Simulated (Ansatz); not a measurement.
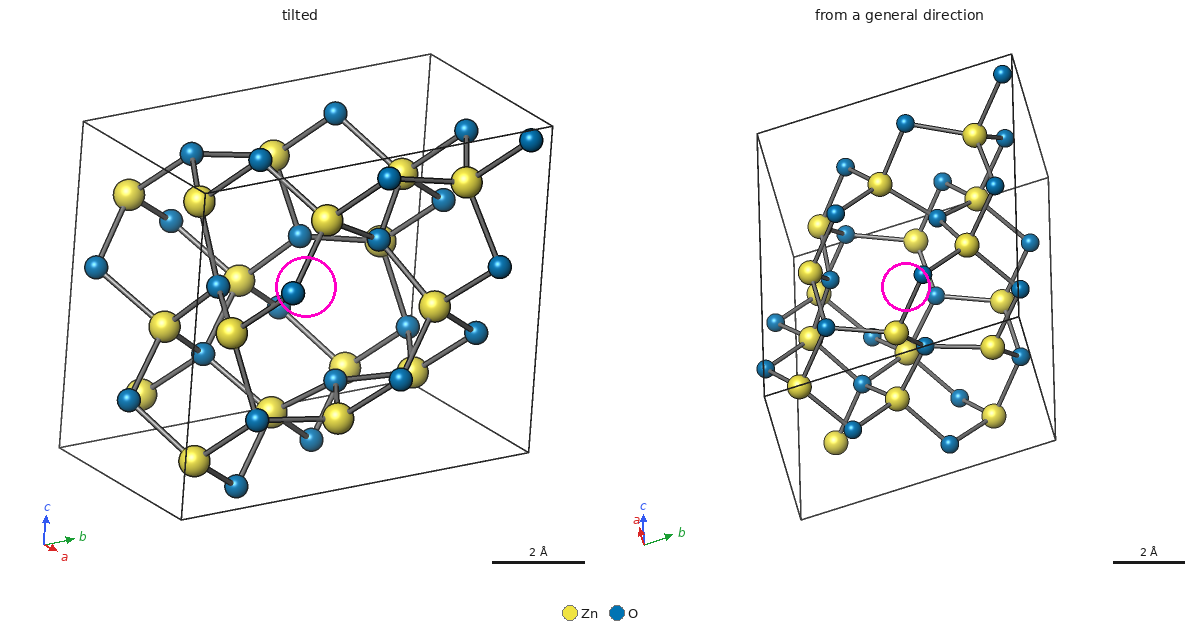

View slightly off an axis and from a general direction, drawn as a ball-and-stick model. The frame is the supercell; atoms at its boundary are shown with their periodic copies. The host is ZnO, in a cell of 36 sites, and the cell carries a charge of -1. A ring marks the defect's site.

### What imperfection does the supercell contain?

A zinc vacancy. Around the empty site lie four O at about 2.2 to 2.3 Å.

Results below were computed with DFT PBE, scalar-relativistic, plane waves, PAW (Ansatz); the settings were a 420 eV plane-wave basis, a 2×2×2 k-point mesh, Gaussian smearing of 0.01 eV, collinear spins.

### Does a spin moment come with the defect?

Yes, 1.0 μB in the cell.

The atoms were relaxed in the host's cell with DFT PBE, scalar-relativistic, plane waves, PAW in Ansatz.
